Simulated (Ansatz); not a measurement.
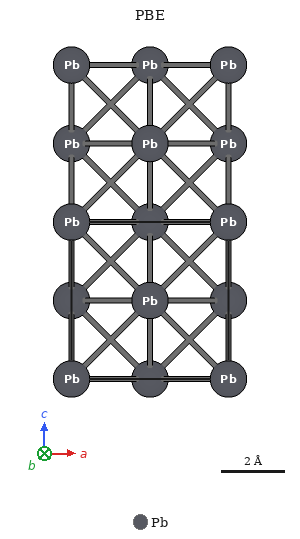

A crystal of Pb (set up in Fm-3m), relaxed (cell and atoms) with several functionals. The picture shows the result with PBE. A ball-and-stick model of the conventional cell (4 times the calculation's cell), repeated 1 × 1 × 2 with one cell outlined, seen along the b axis. Lengths and directions refer to the drawn axes.

Computed with Ansatz 0.2.0: Ansatz PAW. (plane-wave cutoff 420 eV; k-point mesh 9 × 9 × 9; occupations fermi-dirac; smearing width 0.05 eV; no spin polarisation; cell and atoms relaxed; force threshold 0.01 eV/Å)

```json
{"functional": "PBE", "volume (Å³/atom)": "31.878", "a (Å)": "5.033"}
{"functional": "PBEsol", "volume (Å³/atom)": "?", "a (Å)": "?"}
{"functional": "r2SCAN", "volume (Å³/atom)": "31.040", "a (Å)": "4.989"}
{"functional": "LDA", "volume (Å³/atom)": "29.009", "a (Å)": "4.878"}
```

Question: Fill in the missing row.

Answer: With PBEsol the volume falls between LDA (29.009) and r2SCAN (31.040). The calculation gives 29.937 Å³/atom (a = 4.929 Å). In order of volume: LDA < PBEsol < r2SCAN < PBE; the spread is 9.9 %.

Each member starts from this one structure; whether another phase lies lower wasn't checked.
